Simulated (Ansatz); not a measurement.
**HfSi$_{2}$: geometry relaxation (part 2 of 2)**

Continued. System: HfSi$_{2}$ (Cmcm, 6 atoms in the cell). Method: DFT PBE, scalar-relativistic, plane waves, PAW, no spin polarisation (Ansatz 0.2.0); cutoff 420 eV, 10×10×10 k-mesh, Gaussian smearing of 0.1 eV. The structure derives from a Materials Project entry.

Geometry of the input (Å; fractional positions):
```
1.8234  -7.2959  0.0000
1.8234  7.2959  0.0000
0.0000  0.0000  3.6486
Hf 0.8943  0.1057  0.2500
Hf 0.1057  0.8943  0.7500
Si 0.2502  0.7498  0.2500
Si 0.7498  0.2502  0.7500
Si 0.4472  0.5528  0.7500
Si 0.5528  0.4472  0.2500
```

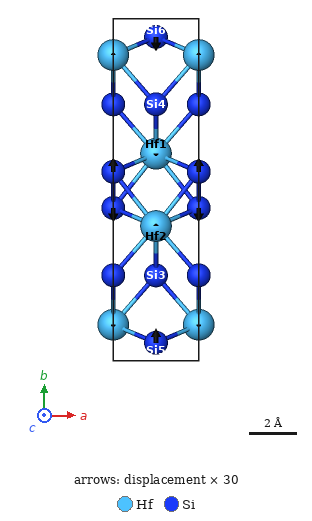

Figure 1. The starting structure with the displacements (without the part carried along by the change of the cell) as black arrows, magnified 30 times (ball-and-stick view of the cell 2 times as large as that of the calculation, set on its symmetry axes, along the c axis). The largest moves relative to the cell, 0.021 Å, are those of Si5 and Si6. Largest moves by element: Si 0.021 Å, Hf 0.004 Å. The volume changes by +1.3 %, with a 3.647 → 3.682 Å (+1.0 %), b 14.592 → 14.595 Å (0.0 %), c 3.649 → 3.659 Å (+0.3 %). Distances before and after: Si5–Si6 2.389 → 2.420 Å, Hf1–Si6 2.946 → 2.970 Å, Hf1–Si3 2.783 → 2.796 Å, Hf1–Si5 2.692 → 2.701 Å. The space group stays Cmcm (No. 63). After 4 geometry steps the energy has fallen by 2.1 meV per atom. Largest force component: 0.2 eV/Å at the start, 0.0017 eV/Å at the end. The pressure goes from 1.98 to 0.00 GPa. A last SCF at the same geometry on a re-selected plane-wave basis shifts the energy by next to nothing (0.0 meV per atom). (Atoms are counted from 1 in the order of the input.)

```
basis re-selected at this cell: Δ(F+E_penalty+E_count) = -2.948e-4 eV, ΔP = +0.003 GPa vs the last step (what re-selecting the basis moved, of the pressure what is left beyond the Pulay correction that the steps carried, after the strain that the cell walked since its last selection, with what the two solves' SCF thresholds leave and, on support functions, any second-order correction that the steps lacked; it is no measure of the basis error at this ecutwfc). This SCF's stress stands 1.07e-2 GPa from its target on what of the cell is left free (relax.cell.stress_tol is 5.00e-2 GPa) and its largest allowed force component is 1.72e-3 eV/Å (relax.f_tol is 5.00e-3 eV/Å): within both
SCF converged after 6 iterations
Free energy (F): -33989.342666 eV
Harris-Foulkes:  -33989.342666 eV  (|F-HF|=1.46e-11)
Internal energy: -33989.335742 eV  (E = F + TS)
E sigma→0 (E₀):  -33989.339204 eV
Entropy (-TS):   -0.006924 eV (-1.154 meV/atom)
Fermi energy:    15.482578 eV
--- Per-component energies (eV) ---
  E_band       = -21.199854
  E_kinetic    = 1016.407743
  E_local      = -13126.774376  (includes V_loc(G=0)·N_el)
  E_nonlocal   = -2386.752933
  E_hartree    = 6181.374412
  E_xc         = -825.463711
  E_vxc        = -726.104001  (∫ρ·V_xc dr)
  E_paw        = -15904.726572  (= ΣΔE_a)
  E_vpaw       = 2839.275053  (= ΣTr[D̂ρ^β])
  E_aug_tail   = 0.000023  (compensation charges beyond the density's cutoff)
  E_ewald      = -8943.400327
  E_smearing   = -0.006924  (= −TS)
  E_closure    = -0.000000  (closes the sum)
  Σ components = -33989.342666   (vs F -33989.342666, Δ=0.00e0)
--- Forces (eV/Å), atoms counted from 1 ---
  atom   1  Hf     0.00000000    -0.00171917     0.00000000
  atom   2  Hf     0.00000000     0.00171917     0.00000000
  atom   3  Si     0.00000000     0.00161474     0.00000000
  atom   4  Si     0.00000000    -0.00161474     0.00000000
  atom   5  Si     0.00000000    -0.00032679     0.00000000
  atom   6  Si     0.00000000     0.00032679     0.00000000
  max |Σ_I F_I| component: 2.17e-19 eV/Å
--- Stress (GPa, compression-positive) ---
        0.010682       0.000000       0.000000
        0.000000      -0.009660       0.000000
        0.000000       0.000000      -0.001123
  P = ⅓ Tr σ = -0.0000 GPa (-0.000 kbar)
--- Band table (eV; the first three rows and the last of 186) ---
  k-point 0: bands = ["-46.5512", "-46.5471", "-15.3623", "-15.2760", "-15.2607", "-15.2466", "-15.2332", "-15.2048", "2.7424", "3.4349", "3.4375", "3.4427", "3.4443", "3.4451", "3.4475", "3.4494", "3.4529", "3.4530", "3.4576", "3.4580", "3.4589", "3.4638", "3.4702", "4.7383", "6.9201", "11.6891", "12.3300", "12.3597", "12.5354", "12.8471", "12.9471", "12.9548", "12.9565", "15.4058", "16.6835", "16.8034", "17.1363", "17.3405", "17.5196", "17.8223", "17.8612"]
  k-point 1: bands = ["-46.5508", "-46.5470", "-15.3590", "-15.2745", "-15.2600", "-15.2569", "-15.2357", "-15.2167", "2.8639", "3.4369", "3.4373", "3.4428", "3.4444", "3.4457", "3.4476", "3.4482", "3.4538", "3.4542", "3.4564", "3.4581", "3.4603", "3.4634", "3.4692", "4.8264", "7.0565", "10.8829", "11.4925", "12.4430", "12.6038", "12.9592", "12.9701", "13.0594", "13.5724", "15.8661", "16.1143", "16.5088", "16.7395", "17.2033", "17.5114", "18.1319", "18.4443"]
  k-point 2: bands = ["-46.5498", "-46.5465", "-15.3508", "-15.2858", "-15.2704", "-15.2581", "-15.2466", "-15.2406", "3.2089", "3.4363", "3.4421", "3.4446", "3.4450", "3.4473", "3.4480", "3.4486", "3.4539", "3.4566", "3.4573", "3.4583", "3.4624", "3.4625", "3.4773", "5.0905", "7.4423", "9.5593", "10.2414", "12.5492", "12.7864", "12.9538", "12.9998", "13.2425", "14.3126", "15.2919", "15.7670", "16.2833", "16.7015", "16.8614", "18.1908", "18.2809", "18.6558"]
  k-point 185: bands = ["-46.5462", "-46.5462", "-15.3639", "-15.3639", "-15.2695", "-15.2695", "-15.2565", "-15.2565", "3.4293", "3.4293", "3.4394", "3.4394", "3.4461", "3.4461", "3.4501", "3.4501", "3.4581", "3.4581", "3.4625", "3.4625", "3.4658", "3.4658", "5.9578", "5.9578", "6.3255", "6.3255", "11.3152", "11.3152", "12.2186", "12.2186", "13.1852", "13.1852", "14.5275", "14.5275", "15.5101", "15.5101", "17.9089", "17.9089", "18.6510", "18.6510", "18.6609"]
--- Relaxed structure (5 steps of the walk, 5 accepted, 1 SCFs on fresh bases) ---
  F+E_penalty+E_count = -33989.34266614 eV   max|allowed force component| = 1.719e-3 eV/Å   (the final SCF, on the basis selected at the relaxed cell)
  cell:  # Å, volume = 98.3226 Å³
    - [1.8410618224604522, -7.297462463345091, 0.0]
    - [1.8410618224604522, 7.297462463345091, 0.0]
    - [0.0, 0.0, 3.659176050545479]
  atoms:
    - { symbol: Hf, position: [0.8945215996158695, 0.10547840038413053, 0.25] }
    - { symbol: Hf, position: [0.10547840038413053, 0.8945215996158695, 0.75] }
    - { symbol: Si, position: [0.25031374848628124, 0.7496862515137188, 0.25] }
    - { symbol: Si, position: [0.7496862515137188, 0.25031374848628124, 0.75] }
    - { symbol: Si, position: [0.445760351754739, 0.5542396482452612, 0.75] }
    - { symbol: Si, position: [0.5542396482452612, 0.445760351754739, 0.25] }
```

Trajectory as extended XYZ (Å, eV, eV/Å), 6 frames, from step=1 to step=6
```
6
Lattice="1.8234 -7.2959 0.0000 1.8234 7.2959 0.0000 0.0000 0.0000 3.6486" Properties=species:S:1:pos:R:3:forces:R:3 step=1 energy=-33989.32954 pressure_GPa=1.98
Hf    1.8234   -5.7530    0.9122    0.0000  -0.0361   0.0000
Hf    1.8234    5.7530    2.7365    0.0000   0.0361   0.0000
Si    1.8234    3.6449    0.9122    0.0000   0.0088   0.0000
Si    1.8234   -3.6449    2.7365    0.0000  -0.0088   0.0000
Si    1.8234    0.7709    2.7365    0.0000   0.2021   0.0000
Si    1.8234   -0.7709    0.9122    0.0000  -0.2021   0.0000
6
Lattice="1.8519 -7.3336 0.0000 1.8519 7.3336 0.0000 0.0000 0.0000 3.6480" Properties=species:S:1:pos:R:3:forces:R:3 step=2 energy=-33989.33595 pressure_GPa=-0.85
Hf    1.8519   -5.7881    0.9120    0.0000   0.0753   0.0000
Hf    1.8519    5.7881    2.7360    0.0000  -0.0753   0.0000
Si    1.8519    3.6597    0.9120    0.0000  -0.0031   0.0000
Si    1.8519   -3.6597    2.7360    0.0000   0.0031   0.0000
Si    1.8519    0.7826    2.7360    0.0000   0.1367   0.0000
Si    1.8519   -0.7826    0.9120    0.0000  -0.1367   0.0000
6
Lattice="1.8404 -7.3046 0.0000 1.8404 7.3046 0.0000 0.0000 0.0000 3.6621" Properties=species:S:1:pos:R:3:forces:R:3 step=3 energy=-33989.34191 pressure_GPa=-0.14
Hf    1.8404   -5.7619    0.9155    0.0000  -0.0140   0.0000
Hf    1.8404    5.7619    2.7466    0.0000   0.0140   0.0000
Si    1.8404    3.6487    0.9155    0.0000  -0.0043   0.0000
Si    1.8404   -3.6487    2.7466    0.0000   0.0043   0.0000
Si    1.8404    0.7863    2.7466    0.0000   0.0551   0.0000
Si    1.8404   -0.7863    0.9155    0.0000  -0.0551   0.0000
6
Lattice="1.8406 -7.3038 0.0000 1.8406 7.3038 0.0000 0.0000 0.0000 3.6575" Properties=species:S:1:pos:R:3:forces:R:3 step=4 energy=-33989.34230 pressure_GPa=0.00
Hf    1.8406   -5.7620    0.9144    0.0000  -0.0070   0.0000
Hf    1.8406    5.7620    2.7431    0.0000   0.0070   0.0000
Si    1.8406    3.6471    0.9144    0.0000   0.0024   0.0000
Si    1.8406   -3.6471    2.7431    0.0000  -0.0024   0.0000
Si    1.8406    0.7930    2.7431    0.0000  -0.0152   0.0000
Si    1.8406   -0.7930    0.9144    0.0000   0.0152   0.0000
6
Lattice="1.8411 -7.2975 0.0000 1.8411 7.2975 0.0000 0.0000 0.0000 3.6592" Properties=species:S:1:pos:R:3:forces:R:3 step=5 energy=-33989.34237 pressure_GPa=-0.00
Hf    1.8411   -5.7580    0.9148    0.0000  -0.0018   0.0000
Hf    1.8411    5.7580    2.7444    0.0000   0.0018   0.0000
Si    1.8411    3.6442    0.9148    0.0000   0.0016   0.0000
Si    1.8411   -3.6442    2.7444    0.0000  -0.0016   0.0000
Si    1.8411    0.7916    2.7444    0.0000  -0.0003   0.0000
Si    1.8411   -0.7916    0.9148    0.0000   0.0003   0.0000
6
Lattice="1.8411 -7.2975 0.0000 1.8411 7.2975 0.0000 0.0000 0.0000 3.6592" Properties=species:S:1:pos:R:3:forces:R:3 step=6 energy=-33989.34267 pressure_GPa=-0.00
Hf    1.8411   -5.7580    0.9148    0.0000  -0.0017   0.0000
Hf    1.8411    5.7580    2.7444    0.0000   0.0017   0.0000
Si    1.8411    3.6442    0.9148    0.0000   0.0016   0.0000
Si    1.8411   -3.6442    2.7444    0.0000  -0.0016   0.0000
Si    1.8411    0.7916    2.7444    0.0000  -0.0003   0.0000
Si    1.8411   -0.7916    0.9148    0.0000   0.0003   0.0000
```

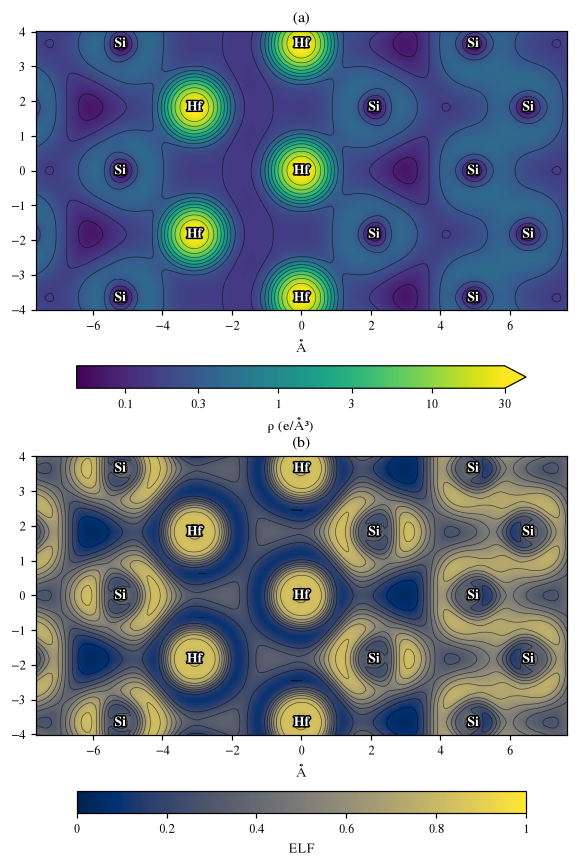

Figure 2. (a) valence charge density (pseudo); (b) ELF on the (100) plane of the conventional cell. Atoms in the plane: Hf and Si. Si–Si (2.42 Å): the density is about 0.43 e/Å³ at the midpoint, a local maximum along the line; the ELF peaks at about 0.70 between the atoms (localised, shared-pair bonding). Hf–Si (2.80 Å): ρ at the midpoint is about 0.29 e/Å³; the ELF is about 0.40 at the midpoint; a polar contact without a shared pair, in a metal. Away from the nuclei the density in this plane falls to 0.07 e/Å³ at its lowest. The strong features right at Hf lie inside the PAW spheres (semicore, d or f shells) and say nothing about bonding. Core electrons are frozen (PAW), so the fields are smoothed inside the atomic spheres.

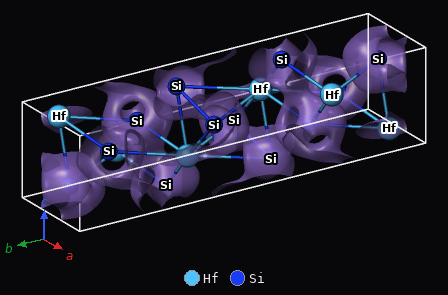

Figure 3. Isosurface of the electron localisation function at 0.65 (purple), seen at an oblique angle. Only the valence region is drawn (cores and ρ < 0.01 e/Å³ removed). Sticks mark near contacts. The outline is the cell set on symmetry axes. Hf–Si (2.70 Å): the ELF is about 0.35 at the midpoint (no shared pair; the contact is polar).

Key numbers

```json
{"quantity": "outcome", "value": "converged"}
{"quantity": "space group (tolerance 0.01 Å)", "value": "Cmcm (63)"}
{"quantity": "electrons treated", "value": "68"}
{"quantity": "free energy", "value": "−33989.3427 eV"}
{"quantity": "Fermi energy", "value": "15.483 eV"}
{"quantity": "gap on the k-point mesh", "value": "none (metallic)"}
{"quantity": "pressure", "value": "0.00 GPa"}
{"quantity": "final volume", "value": "98.32 Å³"}
{"quantity": "largest force (length of the vector) at the end", "value": "0.002 eV/Å"}
{"quantity": "final cell", "value": "a = 7.526 Å, b = 7.526 Å, c = 3.659 Å, α = 90.00°, β = 90.00°, γ = 151.68°"}
{"quantity": "hardware", "value": "4 threads of Arm Neoverse N1, 80 GiB of memory available, shared host"}
{"quantity": "wall time", "value": "2.1 min (CPU time 8.2 min)"}
{"quantity": "peak memory", "value": "0.84 GiB"}
```

Spin–orbit coupling is left out, which matters for Hf.
